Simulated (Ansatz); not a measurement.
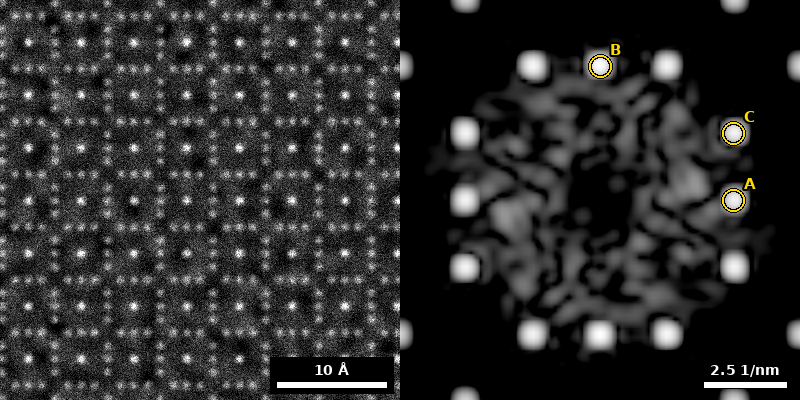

Dark-field STEM-like image of a crystal. Simulation: incoherent imaging, intensity Z^1.6 per atom, probe width 0.58 Å, thin sample. The probe carries 15 % of its weight in a tail 2.5 times as wide. The display is stretched by a gamma of 0.8; percentages refer to the linear signal. Shot noise and the speckle of an amorphous layer were added.

The right panel is the modulus of the image's Fourier transform on a logarithmic scale.

Q: Which lattice spacings do the marked spots stand for, and what angle do A and B enclose?

A: 2.4 Å, B: 2.4 Å, C: 2.2 Å; A and B enclose about 90°.

The crystal is Ru (Pm-3n, No. 223) along [001]; the spots are (-2 0 0), (0 -2 0) and (-2 -1 0). Atomic positions: coordinates from a relaxation with Ansatz, DFT, revPBE, plane waves (420 eV) with PAW, scalar-relativistic; the starting structure was generated, so it need not be a known form of this composition.
